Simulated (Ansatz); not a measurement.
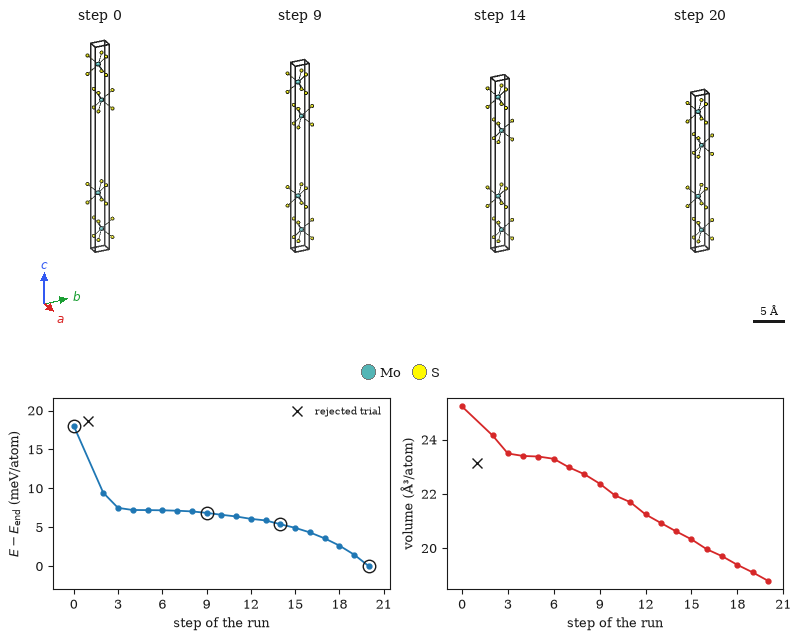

Frames of a relaxation of solid MoS₂ (built on the database structure type), marked on the history of the run. Style: ball-and-stick. Shown: the cell of the calculation, slightly off an axis.

Theory: Ansatz 0.2.0, DFT, PBE-D3(BJ), plane waves, PAW. (plane-wave cutoff 420 eV; k-point mesh 12 × 12 × 2; occupations fermi dirac; smearing width 0.02 eV; no spin polarisation; cell and atoms relaxed; force threshold 0.005 eV/Å)

Question: Describe the path.

Answer: The run was cut off at its time limit before the relaxation converged, so the last structure is only a point on the way. Over 19 accepted moves (20 points after the start) the energy falls by 18.0 meV per atom. The largest force component goes from 0.17 to 0.042 eV/Å. Pressure: −1.31 GPa at the start and 0.01 GPa at the end. The line search rejected the trial step at point 1 of the run. The largest moves relative to the cell, 2.07 Å, are those of S atoms. By element the largest moves are S 2.07 Å, Mo 1.69 Å. The volume changes by −25.5 %, with a = b 3.184 → 3.151 Å (−1.0 %), c 34.479 → 26.238 Å (−23.9 %). Some distances before and after: Mo–S 2.406 → 2.400 Å. The space group stays P-3m1 (No. 164). Cost: 3.5 min on 8 threads of Arm Neoverse N1 (shared host), peak memory 1.5 GiB. From step 0 to 9: S atoms move most (0.53 Å), volume −11.3 %, energy −11.2 meV per atom. From step 9 to 14: S atoms move most (0.81 Å), volume −7.9 %, energy −1.5 meV per atom. From step 14 to 20: S atoms move most (0.89 Å), volume −8.8 %, energy −5.4 meV per atom.

```
step  E − E(0), meV/atom  largest force component, eV/Å  pressure, GPa  volume, Å³/atom      note
   0                0.00                         0.1681          -1.31           25.222          
   1                0.61                         0.3614           1.01           23.154  rejected
   2               -8.60                         0.0312          -0.46           24.154          
   3              -10.55                         0.1507           0.40           23.490          
   4              -10.82                         0.0149          -0.05           23.399          
   5              -10.83                         0.0014           0.00           23.378          
   6              -10.86                         0.0222           0.07           23.294          
   7              -10.91                         0.0648           0.24           22.977          
   8              -11.00                         0.0872           0.30           22.726          
   9              -11.19                         0.0765           0.21           22.379          
  10              -11.43                         0.0531           0.26           21.946          
  11              -11.65                         0.0234          -0.12           21.697          
  12              -11.96                         0.0136           0.09           21.246          
  13              -12.16                         0.0825           0.36           20.931          
  14              -12.65                         0.0251          -0.08           20.620          
  15              -13.11                         0.0532          -0.12           20.327          
  16              -13.70                         0.0670           0.27           19.963          
  17              -14.46                         0.0173          -0.07           19.707          
  18              -15.39                         0.0347           0.05           19.388          
  19              -16.56                         0.0265          -0.04           19.112          
  20              -18.04                         0.0425           0.01           18.802
```
